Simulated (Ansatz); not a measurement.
**Geometry relaxation of Mo (part 2 of 2)**

Mo (slab, 6 atoms in the cell); DFT LDA, scalar-relativistic, plane waves, PAW, PAW set soft_1, no spin polarisation (Ansatz 0.2.0); cutoff 420 eV, 9×9×1 k-mesh, Gaussian smearing of 0.1 eV. The structure derives from an entry of the Crystallography Open Database. The input holds or restrains some coordinates. Forces given for the steps count only the free coordinates.

Geometry of the input (Å; fractional positions):
```
4.4001  0.0000  0.0000
-2.2001  3.8106  0.0000
0.0000  0.0000  18.4909
Mo 0.6667  0.3333  0.3786
Mo 0.3333  0.6667  0.4271
Mo 0.0000  0.0000  0.4757
Mo 0.6667  0.3333  0.5243
Mo 0.3333  0.6667  0.5729
Mo 0.0000  0.0000  0.6214
```

**Log, continued**
```
SCF iter   1: F=—  HF=-29049.597358 eV  |F-HF|=—  |Δ(HF+E_count)|=         —  Δρ=4.26e-4  dr2=5.86e-4  ethr=8.62e-6  p=-0.017 e·Å  D=-9.89e-3 V/Å  ΔV_dip=0.18 eV  dr2_dipole=4.41e-5  V_vac-E_F(+/−)=4.20/4.01 eV  ⟨swp⟩=2.0  Hψ=974  notcnv=0
efield: sawtooth ramp at fractional position 0.9800 (handed on by an earlier solve), width 0.0400; the density the first Hamiltonian is built on has a dipole p = -0.017 e·Å; the dipole correction subtracts the counter field D = -9.89e-3 V/Å, which shifts the + side's vacuum level by +0.18 eV against the − side's; the planar-averaged density in the ramp window peaks in size at 4.9e-6 e/Å³
preconditioner: auto → LDOS  [metal: Δε(μ)=0.040 eV  Ē_g=3.714 eV  σ=0.100 eV  W_gap=0.22  n_scr=66 (ndim 8)  ℏωp=12.7 eV  f_vac=0.591  D(μ)=7.78/eV (n_scr^D=54)  β→1.0]
SCF iter   2: F=—  HF=-29049.597307 eV  |F-HF|=—  |Δ(HF+E_count)|=   5.12e-5  Δρ=2.15e-4  dr2=3.01e-4  ethr=6.98e-7  p=-0.017 e·Å  D=-9.74e-3 V/Å  ΔV_dip=0.18 eV  dr2_dipole=2.55e-5  V_vac-E_F(+/−)=4.19/4.01 eV  ⟨swp⟩=2.2  Hψ=1005  notcnv=0
SCF iter   3: F=—  HF=-29049.597282 eV  |F-HF|=—  |Δ(HF+E_count)|=   2.51e-5  Δρ=7.92e-5  dr2=3.82e-5  ethr=3.58e-7  p=-0.017 e·Å  D=-9.64e-3 V/Å  ΔV_dip=0.18 eV  dr2_dipole=2.18e-7  V_vac-E_F(+/−)=4.19/4.01 eV  ⟨swp⟩=2.2  Hψ=881  notcnv=0
SCF iter   4: F=—  HF=-29049.597415 eV  |F-HF|=—  |Δ(HF+E_count)|=   1.34e-4  Δρ=1.31e-5  dr2=1.30e-6  ethr=4.55e-8  p=-0.016 e·Å  D=-9.60e-3 V/Å  ΔV_dip=0.18 eV  dr2_dipole=2.88e-7  V_vac-E_F(+/−)=4.19/4.01 eV  ⟨swp⟩=2.8  Hψ=928  notcnv=0
SCF iter   5: F=—  HF=-29049.597415 eV  |F-HF|=—  |Δ(HF+E_count)|=   1.48e-7  Δρ=4.10e-6  dr2=2.14e-7  ethr=1.55e-9  p=-0.016 e·Å  D=-9.56e-3 V/Å  ΔV_dip=0.18 eV  dr2_dipole=3.69e-8  V_vac-E_F(+/−)=4.19/4.01 eV  ⟨swp⟩=2.6  Hψ=1056  notcnv=0
SCF iter   6: F=-29049.597415 eV  HF=-29049.597415 eV  |F-HF|=1.52e-8  |Δ(HF+E_count)|=   4.30e-9  Δρ=1.80e-6  dr2=2.95e-8  ethr=1.19e-10  p=-0.016 e·Å  D=-9.53e-3 V/Å  ΔV_dip=0.18 eV  dr2_dipole=4.85e-10  V_vac-E_F(+/−)=4.19/4.01 eV  ⟨swp⟩=10.2  Hψ=2683  notcnv=0
SCF 6 converged in 6 iterations: F = -29049.597415 eV  dr2 = 2.95e-8
relax step   6: F+E_penalty+E_count = -29049.59741527 eV  Δ(F+E_penalty+E_count) = -3.589e-4 eV  max|allowed force component| = 3.697e-3 eV/Å  Δτ_max = 0.0064 Å  (6 SCF iters, accepted)
```

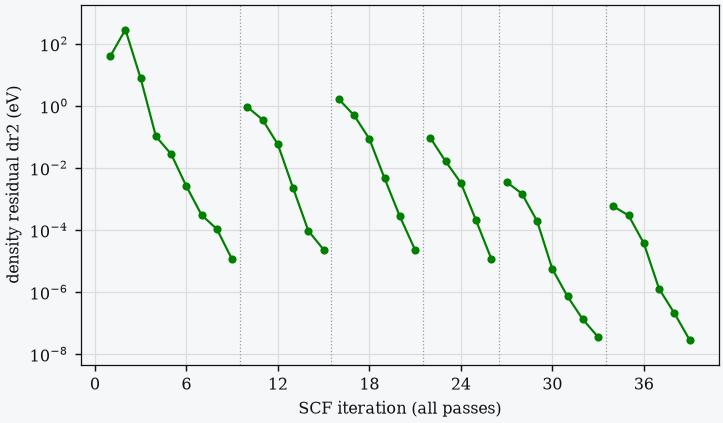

Fig. 1: Convergence of the self-consistent field: density residual dr2 against the SCF iteration. The dotted lines part the SCF passes of the relaxation: geometry steps, rejected trials and re-solves on a re-selected basis. The 6 passes take 5 to 9 iterations each, 39 in all.

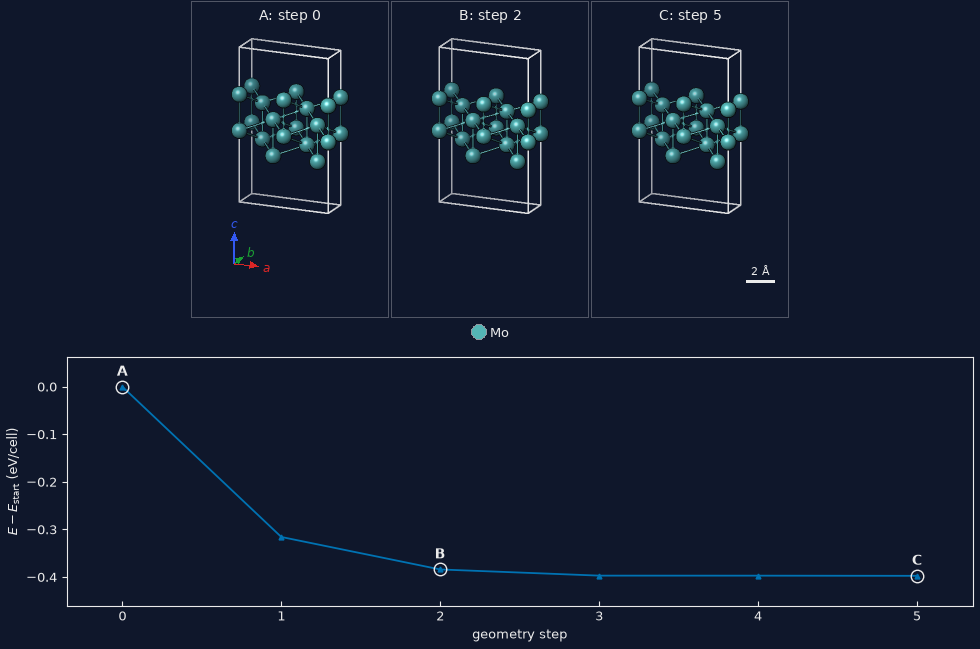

Fig. 2: Frames of the restrained relaxation (ball-and-stick view of the 2 × 1 repeat of the cell, with the vacuum cut short, seen slightly off an axis) above the curves, on which the letters mark them (the first geometry is step 0 here and step 1 in the log).

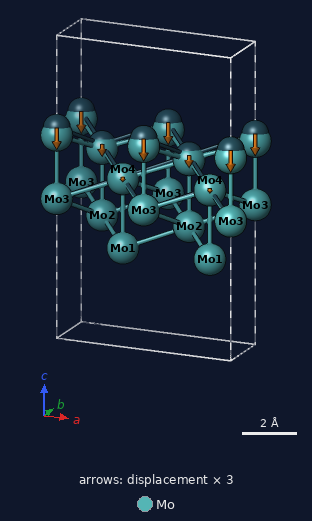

Fig. 3: Start (faint) and end (solid) with the displacements as orange arrows, magnified 3 times (ball-and-stick view of the 2 × 1 repeat of the cell, with the vacuum cut short, seen slightly off an axis). After 5 geometry steps the energy has fallen by 0.397 eV per cell of the calculation. The largest force component goes from 2.1 to 0.0037 eV/Å. The largest move is that of Mo6, 0.29 Å. The cell doesn't change. Distances before and after: Mo3–Mo6 2.695 → 2.404 Å, Mo2–Mo5 2.695 → 2.528 Å, Mo1–Mo4 2.695 → 2.624 Å, Mo4–Mo5 2.695 → 2.664 Å. Among the angles that change: Mo3–Mo6–Mo5 70.5° → 73.0°, Mo5–Mo6–Mo5 109.5° → 111.9°. (Atoms are counted from 1 in the order of the input.)

```
SCF converged after 6 iterations
Free energy (F): -29049.597415 eV
Harris-Foulkes:  -29049.597415 eV  (|F-HF|=1.52e-8)
Internal energy: -29049.558469 eV  (E = F + TS)
E sigma→0 (E₀):  -29049.577942 eV
Entropy (-TS):   -0.038947 eV (-6.491 meV/atom)
Fermi energy:    3.476949 eV
Dipole field:    D = -0.009502 V/Å  (p = -0.016280 e·Å, saw-weighted, corrected)
Work function:   Φ+ = 4.1885 eV   Φ− = 4.0128 eV
Levels:          The Fermi level and band energies are counted from a zero that moves with the ramp; work functions are not
--- Per-component energies (eV) ---
  E_band       = -1782.680195
  E_kinetic    = 2536.216132
  E_local      = -66097.541236  (includes V_loc(G=0)·N_el)
  E_nonlocal   = 930.124182
  E_hartree    = 31570.632392
  E_xc         = -1045.022272
  E_vxc        = -1307.978977  (∫ρ·V_xc dr)
  E_paw        = -18602.756685  (= ΣΔE_a)
  E_vpaw       = -984.675515  (= ΣTr[D̂ρ^β])
  E_aug_tail   = 0.000281  (compensation charges beyond the density's cutoff)
  E_efield     = 0.000077  (sawtooth field / dipole correction)
  E_vefield    = -0.070070  (∫n·V_field dr)
  E_ewald      = 21655.951767
  E_core_change = 2.836893  (= ΣΔE_core)
  E_smearing   = -0.038947  (= −TS)
  E_closure    = -0.000000  (closes the sum)
  Σ components = -29049.597415   (vs F -29049.597415, Δ=0.00e0)
--- Forces (eV/Å), atoms counted from 1 ---
  atom   1  Mo     0.00000000    -0.00000000     1.72626169
  atom   2  Mo     0.00000000     0.00000000    -0.22172007
  atom   3  Mo    -0.00000000     0.00000000    -1.50079215
  atom   4  Mo     0.00000000    -0.00000000    -0.00369680
  atom   5  Mo     0.00000000    -0.00000000    -0.00062609
  atom   6  Mo     0.00000000     0.00000000     0.00079536
  max |Σ_I F_I| component: 2.22e-4 eV/Å
--- Band table (eV; the first three rows and the last of 12) ---
  k-point 0: bands = ["-57.5525", "-57.2830", "-57.2271", "-57.1972", "-57.0486", "-56.9645", "-32.1208", "-31.9779", "-31.9779", "-31.9146", "-31.8717", "-31.8717", "-31.6970", "-31.5796", "-31.5796", "-31.2130", "-31.2130", "-31.0757", "-30.9916", "-30.8743", "-30.8743", "-30.7656", "-30.7656", "-30.7619", "-2.6932", "-1.5129", "-1.5129", "-0.2906", "0.3916", "0.3916", "0.7291", "0.7291", "0.7552", "0.8947", "1.4242", "1.4242", "1.6773", "2.1862", "2.1862", "2.2029", "2.2029", "2.4873", "3.3743", "4.6863", "4.6863", "4.7966", "4.7966", "5.0627", "5.2726", "5.2726", "5.6704"]
  k-point 1: bands = ["-57.5408", "-57.2798", "-57.2316", "-57.1987", "-57.0518", "-56.9708", "-32.1446", "-32.0761", "-32.0427", "-31.9297", "-31.7900", "-31.7667", "-31.7105", "-31.5707", "-31.5373", "-31.2031", "-31.1924", "-31.0745", "-30.9985", "-30.8938", "-30.8741", "-30.8003", "-30.7654", "-30.7514", "-2.5277", "-1.4152", "-1.4116", "-0.4021", "0.2169", "0.3084", "0.4672", "0.6458", "0.7974", "0.9863", "1.4457", "1.5407", "1.8506", "2.0676", "2.2431", "2.4518", "2.4665", "2.5556", "3.4614", "4.4938", "4.5237", "4.8027", "4.8365", "5.1081", "5.2143", "5.3073", "5.6316"]
  k-point 2: bands = ["-57.5077", "-57.2761", "-57.2442", "-57.1996", "-57.0601", "-56.9879", "-32.2145", "-32.1972", "-32.0653", "-31.9455", "-31.7636", "-31.7415", "-31.6039", "-31.5140", "-31.4319", "-31.1884", "-31.1801", "-31.0968", "-30.9854", "-30.9601", "-30.8749", "-30.8430", "-30.7647", "-30.7402", "-2.0806", "-1.1910", "-1.1160", "-0.6193", "-0.1525", "0.2069", "0.2694", "0.6041", "0.8764", "1.0066", "1.4301", "1.5804", "1.7962", "2.0647", "2.3835", "2.8073", "2.8127", "3.1903", "3.6419", "4.1193", "4.2644", "4.7787", "4.9128", "5.0124", "5.0477", "5.1711", "5.5317"]
  k-point 11: bands = ["-57.3531", "-57.3318", "-57.3035", "-57.1671", "-57.0894", "-57.0354", "-32.3269", "-32.2370", "-32.0792", "-31.9090", "-31.8867", "-31.7631", "-31.5480", "-31.4037", "-31.3091", "-31.1771", "-31.1497", "-31.0708", "-31.0645", "-30.9133", "-30.8918", "-30.8251", "-30.8150", "-30.7131", "-0.9906", "-0.8813", "-0.7831", "-0.5232", "-0.4553", "-0.3298", "0.8860", "0.9428", "0.9486", "1.2261", "1.3831", "1.5404", "2.2199", "2.2445", "2.3811", "2.8075", "2.8900", "3.2872", "3.6691", "4.0326", "4.1933", "4.2347", "4.4825", "4.4876", "4.8157", "4.8863", "5.1950"]
--- Relaxed structure (6 steps of the walk, 6 accepted, 0 SCFs on fresh bases) ---
  F+E_penalty+E_count = -29049.59741527 eV   max|allowed force component| = 3.697e-3 eV/Å
  atoms:
    - { symbol: Mo, position: [0.6666666666666666, 0.3333333333333333, 0.37856515220000003] }
    - { symbol: Mo, position: [0.3333333333333333, 0.6666666666666666, 0.42713909130000005] }
    - { symbol: Mo, position: [0.0, 0.0, 0.4757130304] }
    - { symbol: Mo, position: [0.6666666666666666, 0.3333333333333333, 0.5204636703318791] }
    - { symbol: Mo, position: [0.3333333333333333, 0.6666666666666666, 0.5638343376111834] }
    - { symbol: Mo, position: [-8.457774835673326e-18, 2.0153147292046546e-33, 0.6057353606353191] }
```

**Trajectory as extended XYZ (Å, eV, eV/Å), 6 frames, from step=1 to step=6**
```
6
Lattice="4.4001 0.0000 0.0000 -2.2001 3.8106 0.0000 0.0000 0.0000 18.4909" Properties=species:S:1:pos:R:3:forces:R:3 step=1 energy=-29049.20002
Mo    2.2001    1.2702    7.0000    0.0000   0.0000   2.1399
Mo    0.0000    2.5404    7.8982    0.0000   0.0000   0.4552
Mo    0.0000    0.0000    8.7963    0.0000   0.0000  -0.0933
Mo    2.2001    1.2702    9.6945    0.0000   0.0000   0.0933
Mo    0.0000    2.5404   10.5927    0.0000   0.0000  -0.4552
Mo    0.0000    0.0000   11.4909    0.0000   0.0000  -2.1399
6
Lattice="4.4001 0.0000 0.0000 -2.2001 3.8106 0.0000 0.0000 0.0000 18.4909" Properties=species:S:1:pos:R:3:forces:R:3 step=2 energy=-29049.51573
Mo    2.2001    1.2702    7.0000    0.0000   0.0000   1.8733
Mo    0.0000    2.5404    7.8982    0.0000   0.0000   0.4244
Mo    0.0000    0.0000    8.7963    0.0000   0.0000  -0.7529
Mo    2.2001    1.2702    9.6925    0.0000   0.0000  -0.1316
Mo    0.0000    2.5404   10.5357    0.0000   0.0000  -0.7983
Mo    0.0000    0.0000   11.2947    0.0000   0.0000  -0.6152
6
Lattice="4.4001 0.0000 0.0000 -2.2001 3.8106 0.0000 0.0000 0.0000 18.4909" Properties=species:S:1:pos:R:3:forces:R:3 step=3 energy=-29049.58402
Mo    2.2001    1.2702    7.0000    0.0000   0.0000   1.7444
Mo    0.0000    2.5404    7.8982    0.0000   0.0000  -0.5119
Mo    0.0000    0.0000    8.7963    0.0000   0.0000  -1.7552
Mo    2.2001    1.2702    9.6299    0.0000   0.0000  -0.1230
Mo    0.0000    2.5404   10.3807    0.0000   0.0000   0.5353
Mo    0.0000    0.0000   11.1789    0.0000   0.0000   0.1096
6
Lattice="4.4001 0.0000 0.0000 -2.2001 3.8106 0.0000 0.0000 0.0000 18.4909" Properties=species:S:1:pos:R:3:forces:R:3 step=4 energy=-29049.59699
Mo    2.2001    1.2702    7.0000    0.0000   0.0000   1.7345
Mo    0.0000    2.5404    7.8982    0.0000   0.0000  -0.2001
Mo    0.0000    0.0000    8.7963    0.0000   0.0000  -1.4314
Mo    2.2001    1.2702    9.6239    0.0000   0.0000   0.0095
Mo    0.0000    2.5404   10.4301    0.0000   0.0000  -0.0179
Mo    0.0000    0.0000   11.2086    0.0000   0.0000  -0.0928
6
Lattice="4.4001 0.0000 0.0000 -2.2001 3.8106 0.0000 0.0000 0.0000 18.4909" Properties=species:S:1:pos:R:3:forces:R:3 step=5 energy=-29049.59706
Mo    2.2001    1.2702    7.0000    0.0000   0.0000   1.7211
Mo    0.0000    2.5404    7.8982    0.0000   0.0000  -0.2102
Mo    0.0000    0.0000    8.7963    0.0000   0.0000  -1.5530
Mo    2.2001    1.2702    9.6256    0.0000   0.0000  -0.0176
Mo    0.0000    2.5404   10.4267    0.0000   0.0000  -0.0396
Mo    0.0000    0.0000   11.1941    0.0000   0.0000   0.0995
6
Lattice="4.4001 0.0000 0.0000 -2.2001 3.8106 0.0000 0.0000 0.0000 18.4909" Properties=species:S:1:pos:R:3:forces:R:3 step=6 energy=-29049.59742
Mo    2.2001    1.2702    7.0000    0.0000   0.0000   1.7263
Mo    0.0000    2.5404    7.8982    0.0000   0.0000  -0.2217
Mo    0.0000    0.0000    8.7963    0.0000   0.0000  -1.5008
Mo    2.2001    1.2702    9.6238    0.0000   0.0000  -0.0037
Mo    0.0000    2.5404   10.4258    0.0000   0.0000  -0.0006
Mo    0.0000    0.0000   11.2006    0.0000   0.0000   0.0008
```

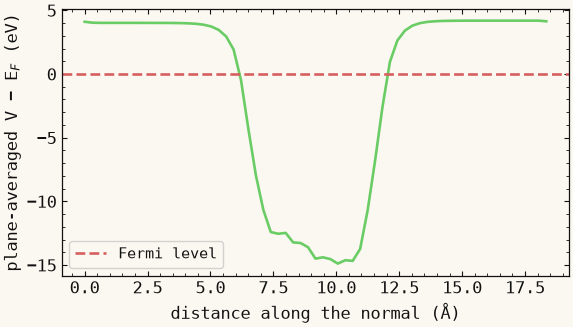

Fig. 4: Plane average of the electrostatic potential energy of an electron across the cell, from the Fermi level. The vacuum level lies 4.19 eV above the Fermi level on the upper side and 4.01 eV on the lower.

**Results in brief**

```csv
quantity,value
outcome,converged under the restraints of the input
electrons treated,84
free energy,−29049.5974 eV
"work function, top face",4.19 eV
"work function, bottom face",4.01 eV
Fermi energy,3.477 eV
gap on the k-point mesh,none (metallic)
final volume,310.04 Å³
work function (upper face),4.19 eV
"largest force (length of the vector) at the end, held atoms and coordinates included",1.726 eV/Å
hardware,"2 threads of Intel Xeon (Sapphire Rapids), 192 GiB of memory available, shared host"
wall time,45 s (CPU time 87 s)
peak memory,0.62 GiB
```

**Remarks**

The program warns: the PAW datasets were made with another functional.
